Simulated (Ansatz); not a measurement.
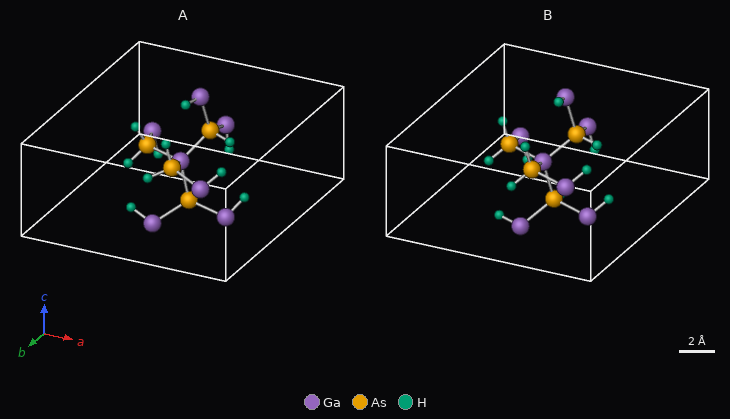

Two geometries of a wire of composition GaAsH₃, drawn at one scale. One is the start of a relaxation, the other its converged end. The picture is a ball-and-stick view of the cell of the calculation, with the vacuum cut short, seen from a free direction.

The calculation used DFT PBE, scalar-relativistic, plane waves, PAW (Ansatz). Set-up: plane-wave cutoff 420 eV; k-point mesh 1 × 1 × 10; occupations gaussian; smearing width 0.05 eV; no spin polarisation; cell relaxed at fixed a, b, alpha, beta, gamma; force threshold 0.02 eV/Å; at most 45 steps.

### Which geometry has the lower energy?

Structure A is the relaxed one. Case: wire along [0 0 1], 8 atoms a period, capped with H. The largest moves relative to the layer's centre, 0.54 Å, are those of H atoms. Largest moves by element: H 0.54 Å, Ga 0.31 Å, As 0.30 Å. Along the periodic axis the drawn cell goes c 5.745 → 5.897 Å (+2.6 %). Among the contacts that change: As–Ga 2.488 → 2.559 Å, As–Ga 2.488 → 2.528 Å, As–Ga 2.488 → 2.452 Å, As–Ga 2.488 → 2.506 Å. Among the angles between lasting bonds that change: H–Ga–H 109.5° → 125.7°, As–Ga–As 109.5° → 96.5°, H–As–H 109.5° → 96.8°. Over 12 accepted moves (14 points after the start) the energy falls by 0.995 eV per cell of the calculation. The largest force component goes from 1.1 to 0.013 eV/Å. The line search rejected the trial step at point 5 of the run. At 1 point the geometry stayed and the basis and grid were re-selected for the new cell (energy shift of 5.4 meV per cell of the calculation at most each time). The run took 6.2 min on 4 threads of Intel(R) Xeon(R) Platinum 8259CL CPU @ 2.50GHz (Skylake/Cascade Lake), with other jobs on the host, peak memory 2.9 GiB.
